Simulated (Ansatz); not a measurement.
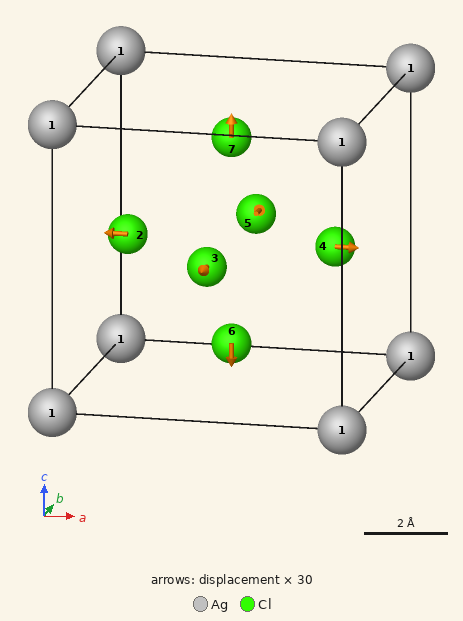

This is a relaxation of a crystal of AgCl6 (a generated structure, set up in Pm-3m). The starting structure is drawn; orange arrows show the displacements (the part carried along by the change of the cell is left out), 30 times their true length.

The picture is a ball-and-stick view of the cell of the calculation, seen slightly off an axis.

The calculation used Ansatz, DFT PBE, scalar-relativistic, plane waves, PAW. Settings: plane-wave cutoff 420 eV; k-point mesh 6 × 6 × 6; occupations gaussian; smearing width 0.1 eV; collinear spin; cell and atoms relaxed; force threshold 0.01 eV/Å; at most 80 steps.

Atoms of which element are displaced furthest, and by how much?

Chlorine: up to 0.020 Å, against 0.000 Å for silver.

Describe the change and its energy.

Over 4 accepted moves (5 points after the start) the energy falls by 4.2 meV per cell of the calculation. Largest force component: 0.088 eV/Å at the start, 0.00032 eV/Å at the end. The pressure goes from −0.02 to 0.00 GPa. The SCF was repeated once at an unchanged geometry on a basis and grid sized afresh for the cell, which shifted the energy by 0.5 meV per cell of the calculation at most. The largest moves relative to the cell, 0.020 Å, are those of Cl2, Cl3, Cl4, Cl5, Cl6 and Cl7. Cl2 goes along −a. Ag stays in place. The drawn cell changes as follows: a = b = c 7.246 → 7.351 Å (+1.4 %); the volume changes by +4.4 %. Some distances before and after: Cl2–Cl4 2.056 → 2.045 Å. The space group stays Pm-3m (No. 221).
